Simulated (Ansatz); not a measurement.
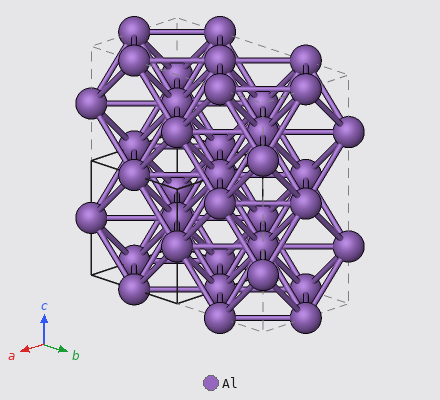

Al (Fm-3m, No. 225): coordinates from a relaxation with Ansatz, DFT PBE, scalar-relativistic, plane waves, PAW; the starting structure was generated, so it need not be a known form of this composition.

```cif
data_structure
_symmetry_space_group_name_H-M 'Fm-3m'
_symmetry_Int_Tables_number 225
_cell_length_a 4.0397
_cell_length_b 4.0397
_cell_length_c 4.0397
_cell_angle_alpha 90.000
_cell_angle_beta 90.000
_cell_angle_gamma 90.000
_cell_volume 65.93
loop_
_atom_site_label
_atom_site_type_symbol
_atom_site_symmetry_multiplicity
_atom_site_Wyckoff_symbol
_atom_site_fract_x
_atom_site_fract_y
_atom_site_fract_z
_atom_site_occupancy
Al1 Al 4 b 0.50000 0.00000 0.00000 1
```

Question: What will a HAADF-like image along [221] show? The image is simulated as a sum over atoms of Z^1.7, blurred by a 0.50 Å probe (no channelling). The probe carries 25 % of its weight in a tail 2.5 times as wide. The speckle of an amorphous layer was added.

Answer: The columns repeat on a centred rectangular net of 0.95 × 2.86 Å (plane group c2mm). All columns are alike (Al). The shortest distance between visible columns is 0.95 Å in projection. Along the beam the structure repeats every 12.12 Å.

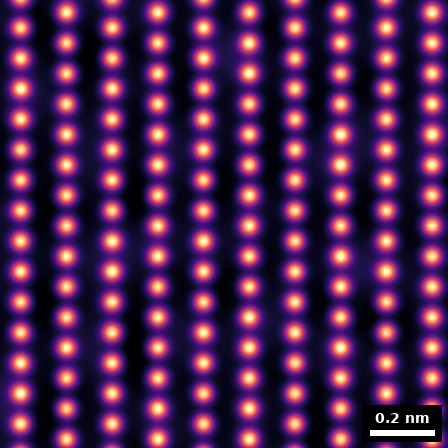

The simulated image.
